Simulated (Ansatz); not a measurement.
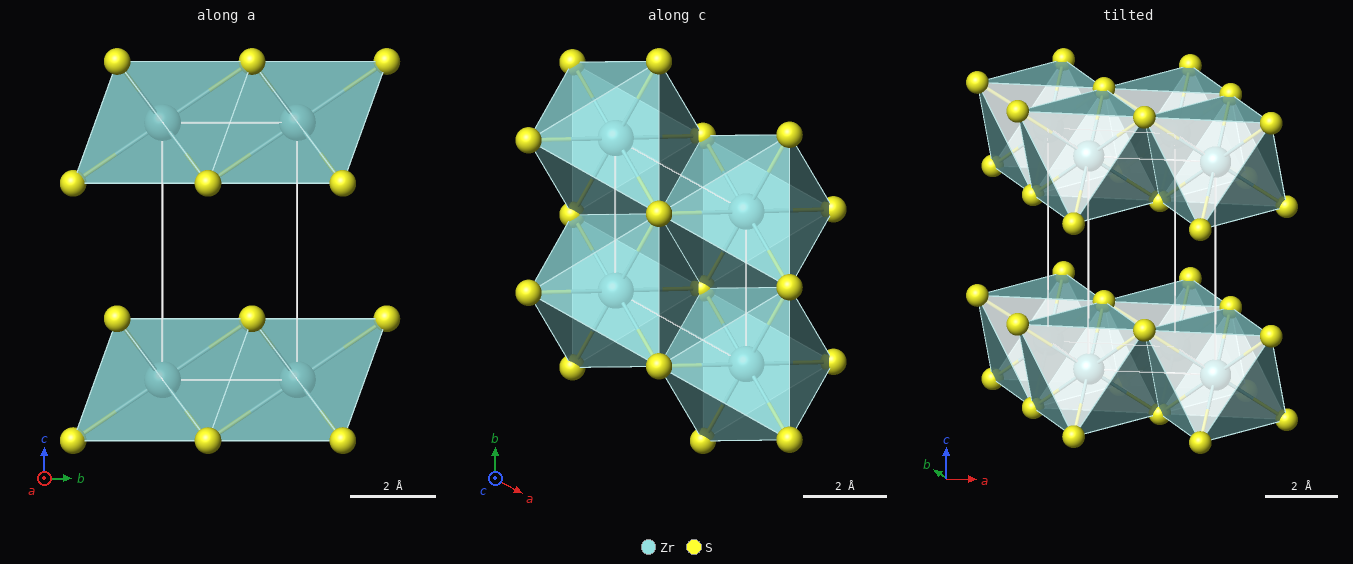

The figure gives a polyhedral picture of the atoms, viewed along the a axis, along the c axis and slightly off an axis. The wireframe shows the unit cell. A few atoms beyond the faces are included.

Characterise what is shown.

The structure is one of ZrS2. Strictly the space group is C2/m (No. 12, within 0.01 Å). It is a distorted form of a primitive hexagonal structure, space group P-3m1 (No. 164) within 0.25 Å: cadmium iodide (CdI₂, 1T) type. Cell content: 1 Zr, 2 S, that is 1 formula unit. The polyhedra are ZrS6 octahedra; they share edges. The neighbours of Zr are six S in an octahedral arrangement at about 2.6 Å. The S atoms are each bonded to three Zr in a trigonal pyramidal arrangement at about 2.6 Å. Not all metal-metal contacts are counted. The bonds build ZrS2 layers parallel to (001).

The structure comes from a structure listed in the Materials Project. The cell was then strained or its atoms displaced on purpose. It went into a calculation with Ansatz.
